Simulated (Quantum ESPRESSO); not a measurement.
## Energy of Mn along an even scaling of the cell

System: Mn (P6₃/mmc, 2 atoms in the cell).
Method: Kohn-Sham DFT of a periodic cell, PBEsol, GBRV 1.5 PBEsol, spin-polarised (Quantum ESPRESSO 7.5).

The 7 runs differ only in the geometry, by an even scaling of the cell at fixed fractional positions. The structure derives from a Materials Project entry.

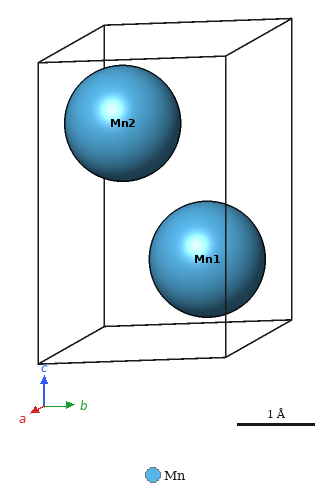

Figure 1. The structure of run 4 (spheres-only view of the cell of the calculation, seen slightly off an axis; atoms are numbered from 1 in the order of the input). An atom can appear more than once, as a periodic image.

## The input of run 4
```
&CONTROL
  calculation = 'scf'
  prefix = 'pwscf'
  outdir = './tmp'
  pseudo_dir = './pseudo'
  tprnfor = .true.
  tstress = .true.
  disk_io = 'low'
/
&SYSTEM
  ibrav = 0
  celldm(1) = 8
  nat = 2
  ntyp = 1
  ecutwfc = 45
  ecutrho = 360
  nbnd = 25
  occupations = 'smearing'
  smearing = 'fd'
  degauss = 0.00367493
  nspin = 2
  starting_magnetization(1) = 0.2667
/
&ELECTRONS
  conv_thr = 4d-10
  electron_maxstep = 120
  mixing_beta = 0.3
/
ATOMIC_SPECIES
Mn    54.9380 mn_pbesol_v1.5.uspp.F.UPF
CELL_PARAMETERS alat
  0.5866762871038   0.0000000000000   0.0000000000000
 -0.2933381435637   0.5080765684405   0.0000000000000
  0.0000000000000   0.0000000000000   0.9510507342922
ATOMIC_POSITIONS crystal
Mn     0.3333333333    0.6666666667    0.2500000000
Mn     0.6666666667    0.3333333333    0.7500000000
K_POINTS automatic
12 12 7 0 0 0
```

## File pp_density.in of run 4
```
&INPUTPP
  prefix = 'pwscf'
  outdir = './tmp'
  filplot = 'density.dat'
  plot_num = 0
/
&PLOT
  nfile = 1
  filepp(1) = 'density.dat'
  iflag = 3
  output_format = 6
  fileout = 'density.cube'
/
```

## File pp_potential.in of run 4
```
&INPUTPP
  prefix = 'pwscf'
  outdir = './tmp'
  filplot = 'potential.dat'
  plot_num = 11
/
&PLOT
  nfile = 1
  filepp(1) = 'potential.dat'
  iflag = 3
  output_format = 6
  fileout = 'potential.cube'
/
```

## File pp_spin.in of run 4
```
&INPUTPP
  prefix = 'pwscf'
  outdir = './tmp'
  filplot = 'spin.dat'
  plot_num = 6
/
&PLOT
  nfile = 1
  filepp(1) = 'spin.dat'
  iflag = 3
  output_format = 6
  fileout = 'spin.cube'
/
```

Command:
```bash
OMP_NUM_THREADS=1 mpirun -n 2 pw.x -nk 2 -in pw.in > pw.out
OMP_NUM_THREADS=1 mpirun -n 1 pp.x -in pp_density.in > pp_density.out
OMP_NUM_THREADS=1 mpirun -n 1 pp.x -in pp_potential.in > pp_potential.out
OMP_NUM_THREADS=1 mpirun -n 1 pp.x -in pp_spin.in > pp_spin.out
```

Lattice vectors (Å) and fractional positions of run 4:
```
   2.483646    0.000000    0.000000
  -1.241823    2.150900    0.000000
   0.000000    0.000000    4.026195
Mn  0.333333  0.666667  0.250000
Mn  0.666667  0.333333  0.750000
```

Run 5 has the same physical settings and fractional positions; its lattice vectors (Å) are:
```
   2.500094    0.000000    0.000000
  -1.250047    2.165145    0.000000
   0.000000    0.000000    4.052859
```

## Results, with one run withheld

```tsv
run	volume per atom (Å³)	free energy per atom, from the lowest run given (meV)	pressure (GPa)
1	10.109	4.57	6.51
2	10.324	0.00	−0.32
3	10.539	4.11	−6.43
4	10.754	16.00	−11.89
5	10.969	?	?
6	11.184	59.81	−21.09
7	11.399	90.34	−24.97
```

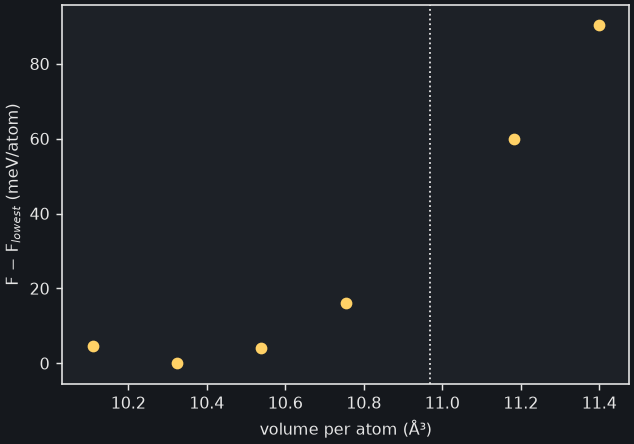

Figure 2. Free energy per atom of the runs given; the dotted line marks run 5.

What should run 5 give?

A cubic polynomial in V^(−2/3) (the Birch–Murnaghan form), fitted to the 6 runs given, misses them by at most 0.01 meV per atom. With x = V^(−2/3) − 0.20591 Å⁻², it reads F = 12.488 − 5002.4 x + 4.981e+05 x² + 5.4489e+05 x³ (meV per atom). At run 5 it gives 34.81 meV per atom, and the run itself gives 34.81. The slope of the fit gives a pressure −dF/dV of −16.41 GPa there, and the run prints −16.76 GPa. The two needn't agree exactly: the fit is approximate, and the printed stress is taken on a finite basis. The fit has its minimum at 10.326 Å³ per atom, where V d²F/dV² gives 311 GPa. Cell shape and fractional positions are held, so this is the stiffness under even scaling; the relaxed bulk modulus wasn't computed.

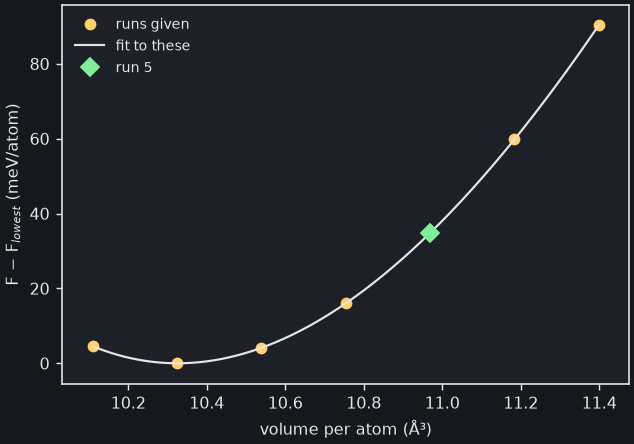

Figure 3. The fit and the withheld run.

## Some lines of the output (run 5)
```
[...]
     total energy              =    -422.13883842 Ry
     total energy              =    -422.14457976 Ry
     total energy              =    -422.15501113 Ry
     total energy              =    -422.15499010 Ry
     total energy              =    -422.15503818 Ry
     total energy              =    -422.15504030 Ry
     total energy              =    -422.15504741 Ry
     total energy              =    -422.15504771 Ry
     total energy              =    -422.15504772 Ry
     the Fermi energy is    19.3744 ev
!    total energy              =    -422.15504772 Ry
     The total energy is F=E-TS. E is the sum of the following terms:
     Computing stress (Cartesian axis) and pressure
          total   stress  (Ry/bohr**3)                   (kbar)     P=     -167.57
```
